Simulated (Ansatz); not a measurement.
Mg₂ZnO₃

Input file:

```
crystal:
  lattice:
    - [3.032998591, 0.0, 0.0]
    - [-1.5164992955, 2.6266538294, 0.0]
    - [0.0, 0.0, 7.403316]
  atoms:
    - { symbol: Mg, position: [0.33333333, 0.66666667, 0.6658] }
    - { symbol: Mg, position: [0.66666667, 0.33333333, 0.3342] }
    - { symbol: Zn, position: [0.0, 0.0, 0.0] }
    - { symbol: O, position: [0.33333333, 0.66666667, 0.172619] }
    - { symbol: O, position: [0.66666667, 0.33333333, 0.827381] }
    - { symbol: O, position: [0.0, 0.0, 0.5] }
basis:
  ecutwfc: 420
kpoints:
  mp_grid: { grid: [12, 12, 4] }
hamiltonian:
  xc: pbesol
scf:
  occupations: { method: gaussian, width: 0.02 }
output:
  forces: true
  stress: true
  eigenvalues: true
  write_density: true
  write_potential: true
  elf: true
  volumetric_format: npy
relax:
  adjacent_minimum: "off"
  f_tol: 0.005
  max_steps: 80
  cell: { stress_tol: 0.05 }
```

Run with:

```sh
ansatz run input.yaml --threads 4 --pin off --max-ram 9216MiB --backend cpu --events-out ev --progress --plain --runs-dir out
```

Below, planes, directions and counts refer to the conventional cell (a = 3.00 Å, b = 3.00 Å, c = 7.31 Å, α = 90.00°, β = 90.00°, γ = 120.00°).

The fields are those of the relaxed geometry.

Space group P-3m1; a structure from a database of computed crystals, not necessarily the ambient phase.

Theory: DFT PBEsol, scalar-relativistic, plane waves, PAW in Ansatz.

The density is the valence pseudo-density of a PAW calculation; it isn't the true density close to the nuclei.

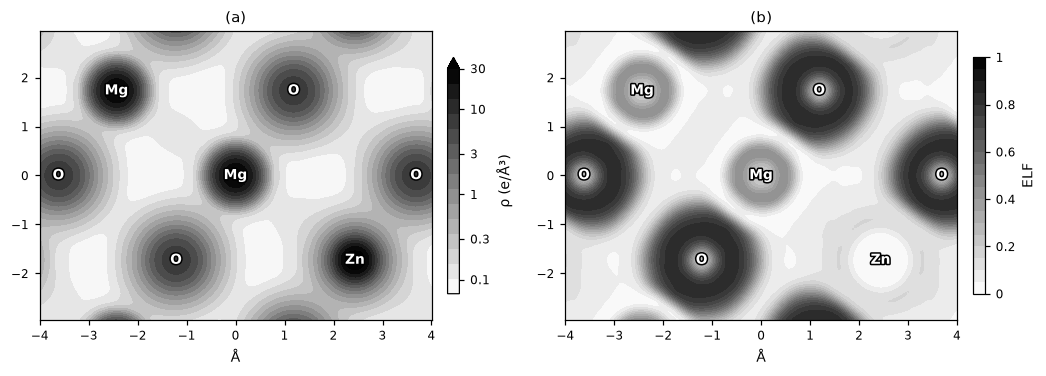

Figure 1. (a) valence charge density (pseudo); (b) electron localisation function on the (110) plane of the conventional cell.

### Describe what can be read from this map.

The plane passes through Mg, Zn and O nuclei. Mg–O (2.10 Å): ρ is about 0.34 e/Å³ halfway; the ELF peaks at about 0.85 in the valence shell of O, 0.6 Å from its nucleus, and is about 0.30 at the midpoint (an ionic contact with no shared pair). Zn–O (2.14 Å): ρ at the midpoint is about 0.42 e/Å³; the ELF peaks at about 0.80 in the valence shell of O, 0.6 Å from its nucleus, and is about 0.20 at the midpoint: no localised pair shows between them. Between the atoms the lowest density in this plane is 0.07 e/Å³.

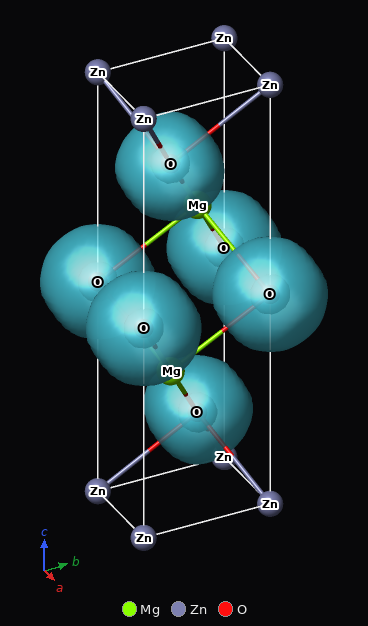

Figure 2. Isosurface of the ELF at 0.65 (cyan), seen slightly off an axis. Only the valence region is drawn (cores and ρ < 0.01 e/Å³ removed). Sticks mark near contacts.

### What do the ELF domains correspond to?

At this value the surface marks out three regions wrapped around O (the valence shell of each), counted in one cell of 6 atoms. Any copies at cell faces, edges or corners count once.

### Does the calculation make it a metal, or give it a gap?

It is gapped, with a Kohn–Sham gap of 3.1 eV on the k-point mesh, an upper bound to the gap of this method.
